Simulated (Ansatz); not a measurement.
**Run report: Ag$_{12}$I, geometry relaxation (part 2 of 2)**

Continued. System: Ag$_{12}$I (slab, 13 atoms in the cell). Method: DFT PBE+D3(BJ), scalar-relativistic, plane waves, PAW, no spin polarisation (Ansatz 0.2.0); cutoff 420 eV, 6×6×1 k-mesh, Gaussian smearing of 0.1 eV. The structure derives from an entry of the Crystallography Open Database. The input holds or restrains some coordinates. Forces given for the steps count only the free coordinates.

Geometry of the input (Å; fractional positions):
```
4.9888  0.0000  0.0000
-2.4944  4.3205  0.0000
0.0000  0.0000  26.0553
Ag -0.0000  0.3333  0.3262
Ag 0.3333  0.0000  0.3262
Ag 0.6667  0.6667  0.3262
Ag 0.3333  0.3333  0.4165
Ag 0.6667  0.0000  0.4165
Ag -0.0000  0.6667  0.4165
Ag 0.6667  0.3333  0.5062
Ag 0.0000  0.0000  0.5062
Ag 0.3333  0.6667  0.5062
Ag -0.0000  0.3333  0.5968
Ag 0.3333  0.0000  0.5968
Ag 0.6667  0.6667  0.5968
I  0.0000  0.8333  0.6912
```

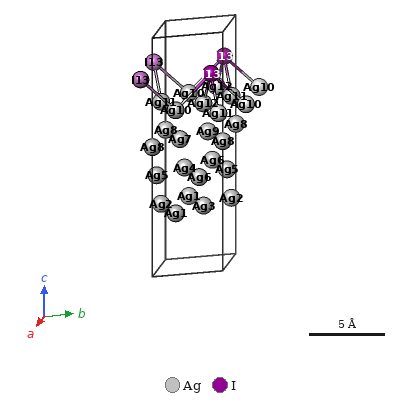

*The geometry at step 3 of the log (ball-and-stick view of the cell of the calculation, with the vacuum cut short, seen slightly off an axis; neighbours outside the cell are drawn fainter; atoms are numbered from 1 in the order of the input).*

Output, continued:
```
  k-point 0: bands = ["-87.8114", "-87.7955", "-87.7894", "-87.7866", "-87.7772", "-87.7614", "-87.7524", "-87.7303", "-87.6089", "-87.5942", "-87.5834", "-87.5711", "-51.3417", "-51.3239", "-51.3211", "-51.3163", "-51.3133", "-51.3075", "-51.3045", "-51.2936", "-51.2917", "-51.2805", "-51.2759", "-51.2607", "-51.2606", "-51.2504", "-51.2480", "-51.2352", "-51.2339", "-51.2185", "-51.2180", "-51.2133", "-51.2030", "-51.1905", "-51.1730", "-51.1726", "-51.1064", "-51.1055", "-51.1039", "-51.0993", "-51.0972", "-51.0970", "-51.0588", "-51.0573", "-51.0492", "-51.0350", "-51.0117", "-51.0114", "-40.9536", "-40.9300", "-40.9138", "-40.8304", "-40.8303", "-8.5480", "-3.3008", "-2.4353", "-2.1782", "-1.9925", "-1.4821", "-1.4734", "-1.4689", "-1.4480", "-1.4468", "-1.4359", "-1.1493", "-1.1320", "-1.1294", "-1.1072", "-0.9975", "-0.9184", "-0.8941", "-0.8932", "-0.7826", "-0.6509", "-0.5993", "-0.5949", "-0.5769", "-0.5732", "-0.5308", "-0.5265", "-0.5126", "-0.4908", "-0.4845", "-0.4180", "-0.4128", "-0.3910", "-0.3432", "-0.2945", "-0.2838", "-0.2726", "-0.1530", "-0.1521", "-0.1320", "-0.1294", "0.2752", "0.3041", "0.3567", "0.3704", "0.4216", "0.4226", "0.4482", "0.4499", "0.4859", "0.5290", "0.5530", "0.5995", "0.8128", "0.8569", "0.8650", "0.9675", "1.0045", "1.0815", "1.0870", "1.1008", "1.1026", "1.1446", "1.1510", "1.9745", "2.5683", "2.5906", "3.7812", "5.6481", "7.5636", "7.5812", "7.6820", "7.7582", "7.7931", "7.8325", "8.2104", "8.3634", "8.5054", "8.5058", "8.5854", "8.7600", "8.8585", "8.9403", "9.3984", "9.5281", "9.8256", "9.9251", "10.1698", "10.2017", "10.3127", "10.4156", "10.8816", "11.0066", "11.2517"]
  k-point 1: bands = ["-87.8106", "-87.7957", "-87.7900", "-87.7860", "-87.7777", "-87.7609", "-87.7530", "-87.7304", "-87.6090", "-87.5933", "-87.5839", "-87.5715", "-51.3406", "-51.3367", "-51.3308", "-51.3161", "-51.3128", "-51.3027", "-51.2962", "-51.2906", "-51.2884", "-51.2762", "-51.2723", "-51.2620", "-51.2538", "-51.2453", "-51.2432", "-51.2325", "-51.2305", "-51.2283", "-51.2212", "-51.2140", "-51.2027", "-51.1905", "-51.1808", "-51.1746", "-51.1209", "-51.1153", "-51.1063", "-51.1015", "-51.0793", "-51.0765", "-51.0584", "-51.0569", "-51.0497", "-51.0353", "-51.0225", "-51.0145", "-40.9536", "-40.9300", "-40.9139", "-40.8304", "-40.8302", "-8.5286", "-3.0528", "-2.2089", "-2.0117", "-1.8037", "-1.7518", "-1.6151", "-1.5859", "-1.5515", "-1.4727", "-1.3506", "-1.3173", "-1.2107", "-1.1838", "-1.1353", "-1.1092", "-1.0192", "-0.9834", "-0.9484", "-0.8109", "-0.7436", "-0.6835", "-0.6677", "-0.6242", "-0.5562", "-0.4927", "-0.4855", "-0.4626", "-0.4457", "-0.4166", "-0.3942", "-0.3762", "-0.3416", "-0.3073", "-0.2741", "-0.2267", "-0.1710", "-0.1577", "0.0014", "0.0143", "0.0974", "0.1450", "0.2027", "0.2891", "0.3218", "0.3729", "0.4193", "0.4496", "0.4839", "0.5060", "0.5964", "0.6620", "0.6835", "0.7253", "0.7789", "0.8368", "0.9645", "1.0116", "1.0926", "1.1331", "1.1564", "1.2099", "1.2588", "1.3078", "2.3400", "2.3980", "2.5483", "4.1971", "5.0540", "5.8271", "6.0088", "6.2265", "6.6148", "7.0919", "7.4300", "7.6444", "8.4377", "8.7730", "8.8644", "9.1477", "9.2891", "9.3942", "9.5412", "9.7419", "9.8249", "10.0892", "10.4193", "10.4937", "10.5889", "10.8654", "11.1072", "11.2005", "11.5242", "11.8011"]
  k-point 2: bands = ["-87.8089", "-87.7959", "-87.7915", "-87.7843", "-87.7791", "-87.7593", "-87.7545", "-87.7307", "-87.6091", "-87.5911", "-87.5853", "-87.5723", "-51.3514", "-51.3339", "-51.3265", "-51.3235", "-51.3111", "-51.3079", "-51.2921", "-51.2815", "-51.2754", "-51.2707", "-51.2639", "-51.2614", "-51.2516", "-51.2479", "-51.2409", "-51.2333", "-51.2309", "-51.2263", "-51.2226", "-51.2170", "-51.2045", "-51.1947", "-51.1879", "-51.1792", "-51.1334", "-51.1117", "-51.1098", "-51.1032", "-51.0583", "-51.0580", "-51.0575", "-51.0553", "-51.0508", "-51.0474", "-51.0358", "-51.0230", "-40.9536", "-40.9300", "-40.9139", "-40.8304", "-40.8302", "-8.4892", "-2.4013", "-2.0015", "-1.9153", "-1.8754", "-1.6868", "-1.6475", "-1.6207", "-1.6183", "-1.5915", "-1.4588", "-1.4291", "-1.3992", "-1.3403", "-1.2153", "-1.1139", "-1.0771", "-1.0296", "-0.9703", "-0.9220", "-0.8931", "-0.8161", "-0.7293", "-0.6635", "-0.6407", "-0.5812", "-0.5251", "-0.5034", "-0.4455", "-0.4033", "-0.3471", "-0.2996", "-0.2369", "-0.1794", "-0.1480", "-0.1136", "-0.0753", "-0.0624", "0.0444", "0.0863", "0.1047", "0.1844", "0.2577", "0.2858", "0.3731", "0.4255", "0.4909", "0.5264", "0.5759", "0.5944", "0.6944", "0.7784", "0.8015", "0.8936", "0.9415", "0.9948", "1.0482", "1.0919", "1.1690", "1.1914", "1.2132", "1.3026", "1.3272", "1.6704", "1.9953", "2.4566", "2.8577", "3.0139", "3.6951", "4.8137", "5.0171", "5.2228", "5.6198", "6.0271", "6.3130", "7.0919", "7.6493", "8.3976", "9.0114", "9.1213", "9.3160", "9.8362", "9.9221", "10.2072", "10.4350", "10.8436", "11.1936", "11.3468", "11.4318", "11.5334", "11.6680", "12.0491", "12.1691", "12.5561"]
  k-point 12: bands = ["-87.8080", "-87.7962", "-87.7922", "-87.7830", "-87.7802", "-87.7590", "-87.7547", "-87.7308", "-87.6092", "-87.5893", "-87.5867", "-87.5727", "-51.3560", "-51.3302", "-51.3234", "-51.3215", "-51.3081", "-51.3007", "-51.2962", "-51.2816", "-51.2790", "-51.2713", "-51.2673", "-51.2544", "-51.2490", "-51.2480", "-51.2418", "-51.2390", "-51.2375", "-51.2261", "-51.2217", "-51.2111", "-51.2024", "-51.1917", "-51.1893", "-51.1858", "-51.1375", "-51.1168", "-51.1014", "-51.0903", "-51.0820", "-51.0581", "-51.0539", "-51.0521", "-51.0434", "-51.0424", "-51.0367", "-51.0330", "-40.9536", "-40.9300", "-40.9139", "-40.8303", "-40.8302", "-8.4707", "-2.1565", "-2.0646", "-1.9842", "-1.8622", "-1.7371", "-1.7178", "-1.6390", "-1.5210", "-1.4711", "-1.3981", "-1.3094", "-1.2957", "-1.2909", "-1.2607", "-1.2105", "-1.1813", "-1.0734", "-1.0596", "-0.8861", "-0.8575", "-0.8522", "-0.7862", "-0.7131", "-0.7041", "-0.6620", "-0.6033", "-0.5114", "-0.4866", "-0.4685", "-0.4280", "-0.4239", "-0.2074", "-0.2039", "-0.1463", "-0.1371", "-0.0629", "0.0522", "0.0751", "0.1260", "0.2103", "0.2206", "0.3713", "0.4523", "0.4587", "0.5576", "0.6731", "0.6917", "0.7771", "0.8180", "0.8446", "0.8739", "0.9200", "1.0498", "1.0905", "1.0990", "1.1394", "1.1983", "1.2380", "1.2541", "1.3047", "1.3127", "1.3874", "1.4289", "1.4891", "2.0683", "2.2116", "2.5749", "3.7121", "4.0994", "4.3342", "5.1533", "5.6704", "5.8806", "5.9241", "6.0768", "7.6608", "8.1112", "8.3411", "9.0409", "9.4461", "10.0572", "10.2531", "10.4232", "10.5474", "10.6905", "11.1164", "11.4081", "11.7339", "11.8628", "12.2851", "12.4831", "12.6981", "12.8681"]
--- Relaxed structure (4 steps of the walk, 4 accepted, 0 SCFs on fresh bases) ---
  F+E_penalty+E_count = -98604.44955717 eV   max|allowed force component| = 2.013e-2 eV/Å
  atoms:
    - { symbol: Ag, position: [-2.7755575615628914e-17, 0.33333333330000003, 0.32622924940000003] }
    - { symbol: Ag, position: [0.33333333330000003, 0.0, 0.32622924940000003] }
    - { symbol: Ag, position: [0.6666666667, 0.6666666667, 0.32622924940000003] }
    - { symbol: Ag, position: [0.3333333333, 0.3333333333, 0.4164898087] }
    - { symbol: Ag, position: [0.6666666667000001, 0.0, 0.4164898087] }
    - { symbol: Ag, position: [-5.551115123125783e-17, 0.6666666667000001, 0.4164898087] }
    - { symbol: Ag, position: [0.6667596210504254, 0.33199885513203903, 0.5066162138792938] }
    - { symbol: Ag, position: [-2.168404344971009e-19, 0.0021254872901334087, 0.505918346475499] }
    - { symbol: Ag, position: [0.33324037894957464, 0.6652392340816138, 0.5066162138792938] }
    - { symbol: Ag, position: [-2.7755575615628914e-17, 0.33218312011421564, 0.597936478104647] }
    - { symbol: Ag, position: [0.3415620597992403, 0.004536962185765546, 0.595316409294853] }
    - { symbol: Ag, position: [0.6584379402007599, 0.6629749023865253, 0.595316409294853] }
    - { symbol: I, position: [-5.551115123125783e-17, 0.8339979142901767, 0.6866420516175938] }
```

Trajectory as extended XYZ (Å, eV, eV/Å), 4 frames, from step=1 to step=4:
```
13
Lattice="4.9888 0.0000 0.0000 -2.4944 4.3205 0.0000 0.0000 0.0000 26.0553" Properties=species:S:1:pos:R:3:forces:R:3 step=1 energy=-98604.41704
Ag   -0.8315    1.4402    8.5000    0.0003  -0.0005  -0.0052
Ag    1.6629    0.0000    8.5000   -0.0217  -0.0103  -0.0070
Ag    1.6629    2.8803    8.5000    0.0198   0.0137  -0.0070
Ag    0.8315    1.4402   10.8518    0.0009   0.0206  -0.0329
Ag    3.3259    0.0000   10.8518   -0.0183   0.0095  -0.0329
Ag   -1.6629    2.8803   10.8518    0.0185  -0.0321   0.0361
Ag    2.4944    1.4402   13.1889   -0.0342  -0.0489   0.1561
Ag    0.0000    0.0000   13.1889   -0.0254   0.0440   0.0001
Ag    0.0000    2.8803   13.1889    0.0595   0.0052   0.1561
Ag   -0.8315    1.4402   15.5493    0.0094  -0.0163   0.0991
Ag    1.6629    0.0000   15.5493    0.1385   0.0874   0.0123
Ag    1.6629    2.8803   15.5493   -0.1450  -0.0762   0.0123
I    -2.0787    3.6004   18.0093   -0.0022   0.0038  -0.3864
13
Lattice="4.9888 0.0000 0.0000 -2.4944 4.3205 0.0000 0.0000 0.0000 26.0553" Properties=species:S:1:pos:R:3:forces:R:3 step=2 energy=-98604.44230
Ag   -0.8315    1.4402    8.5000   -0.0009   0.0016  -0.0095
Ag    1.6629    0.0000    8.5000   -0.0269  -0.0142  -0.0129
Ag    1.6629    2.8803    8.5000    0.0257   0.0162  -0.0129
Ag    0.8315    1.4402   10.8518    0.0136   0.0405  -0.0031
Ag    3.3259    0.0000   10.8518   -0.0418   0.0085  -0.0031
Ag   -1.6629    2.8803   10.8518    0.0293  -0.0507   0.1116
Ag    2.4928    1.4321   13.2116    0.0573   0.0316  -0.1834
Ag   -0.0056    0.0097   13.1829    0.0016  -0.0027  -0.0634
Ag    0.0078    2.8777   13.2116   -0.0560  -0.0338  -0.1834
Ag   -0.8287    1.4354   15.5546    0.0089  -0.0154   0.1193
Ag    1.7012    0.0232   15.4928   -0.0791  -0.0351   0.1185
Ag    1.6238    2.8588   15.4928    0.0699   0.0509   0.1185
I    -2.0794    3.6016   17.8692   -0.0015   0.0026   0.0037
13
Lattice="4.9888 0.0000 0.0000 -2.4944 4.3205 0.0000 0.0000 0.0000 26.0553" Properties=species:S:1:pos:R:3:forces:R:3 step=3 energy=-98604.44956
Ag   -0.8315    1.4402    8.5000   -0.0007   0.0012  -0.0090
Ag    1.6629    0.0000    8.5000   -0.0266  -0.0136  -0.0112
Ag    1.6629    2.8803    8.5000    0.0251   0.0162  -0.0112
Ag    0.8315    1.4402   10.8518    0.0121   0.0332  -0.0248
Ag    3.3259    0.0000   10.8518   -0.0348   0.0061  -0.0248
Ag   -1.6629    2.8803   10.8518    0.0249  -0.0431   0.0767
Ag    2.4982    1.4344   13.2000    0.0090   0.0032  -0.0071
Ag   -0.0053    0.0092   13.1819   -0.0013   0.0023   0.0070
Ag    0.0031    2.8741   13.2000   -0.0073  -0.0061  -0.0071
Ag   -0.8286    1.4352   15.5794    0.0010  -0.0018   0.0202
Ag    1.6927    0.0196   15.5111   -0.0005  -0.0010  -0.0107
Ag    1.6311    2.8644   15.5111    0.0011   0.0000  -0.0107
I    -2.0803    3.6033   17.8907   -0.0019   0.0033   0.0129
13
Lattice="4.9888 0.0000 0.0000 -2.4944 4.3205 0.0000 0.0000 0.0000 26.0553" Properties=species:S:1:pos:R:3:forces:R:3 step=4 energy=-98604.44956
Ag   -0.8315    1.4402    8.5000   -0.0007   0.0012  -0.0090
Ag    1.6629    0.0000    8.5000   -0.0266  -0.0136  -0.0112
Ag    1.6629    2.8803    8.5000    0.0251   0.0162  -0.0112
Ag    0.8315    1.4402   10.8518    0.0121   0.0332  -0.0248
Ag    3.3259    0.0000   10.8518   -0.0348   0.0061  -0.0248
Ag   -1.6629    2.8803   10.8518    0.0249  -0.0431   0.0766
Ag    2.4982    1.4344   13.2000    0.0090   0.0032  -0.0072
Ag   -0.0053    0.0092   13.1819   -0.0013   0.0023   0.0070
Ag    0.0031    2.8741   13.2000   -0.0073  -0.0061  -0.0072
Ag   -0.8286    1.4352   15.5794    0.0010  -0.0018   0.0201
Ag    1.6927    0.0196   15.5111   -0.0005  -0.0010  -0.0107
Ag    1.6311    2.8644   15.5111    0.0011   0.0000  -0.0107
I    -2.0803    3.6033   17.8907   -0.0019   0.0033   0.0129
```

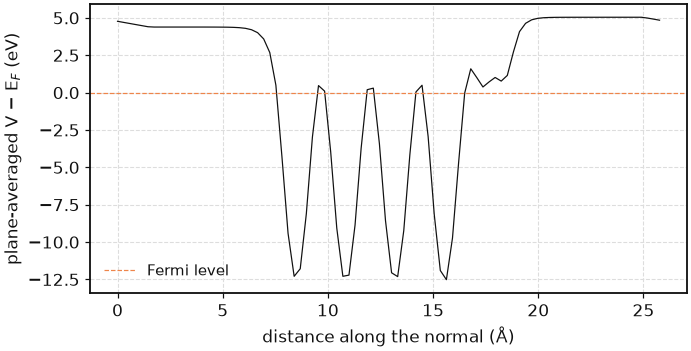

*Plane average of the electrostatic potential energy of an electron across the cell, from the Fermi level.*

The vacuum level lies 5.04 eV above the Fermi level on the upper side and 4.38 eV on the lower.

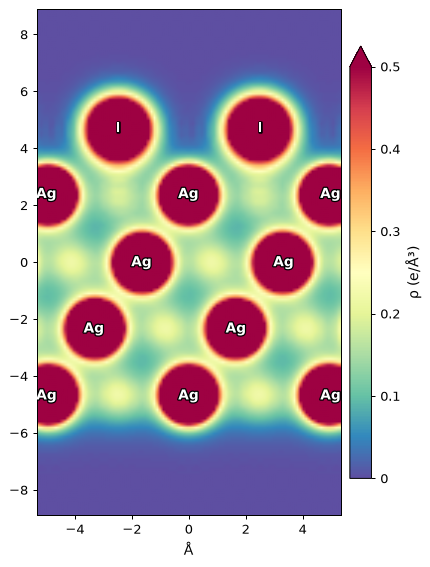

*Valence pseudo-density on the (100) plane of the calculation cell, a cut from vacuum to vacuum.*

The density dies away to nearly zero in the vacuum. Core electrons are frozen (PAW), so the fields are smoothed inside the atomic spheres.

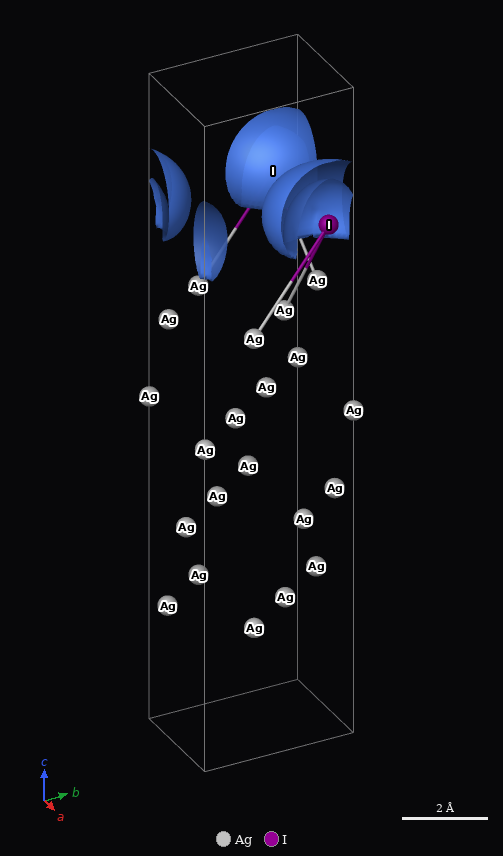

*Isosurface of the ELF at 0.7 (blue), seen slightly off an axis. Core shells and regions of very low density are left out. Sticks mark near contacts.*

Profiles from the grid: Ag–I (2.80 Å): the ELF peaks at about 0.60 in the valence shell of I, 1.1 Å from its nucleus, and drops to about 0.15 between the two atoms; no shared pair; the contact is polar.

Summary:

- outcome: converged under the restraints of the input
- electrons treated: 245
- free energy: −98604.4496 eV
- work function, top face: 5.04 eV
- work function, bottom face: 4.38 eV
- Fermi energy: 4.095 eV
- gap on the k-point mesh: none (metallic)
- final volume: 561.60 Å³
- work function (upper face): 5.04 eV
- largest force (length of the vector) at the end, held atoms and coordinates included: 0.091 eV/Å
- wall time: 82 s (CPU time 5.3 min)
- peak memory: 2.2 GiB

Remarks:

Warnings of the run: the exchange-correlation potential is rough where the density is thin. The cell holds an odd number of electrons but the run has no spin polarisation, so a band is left half filled.
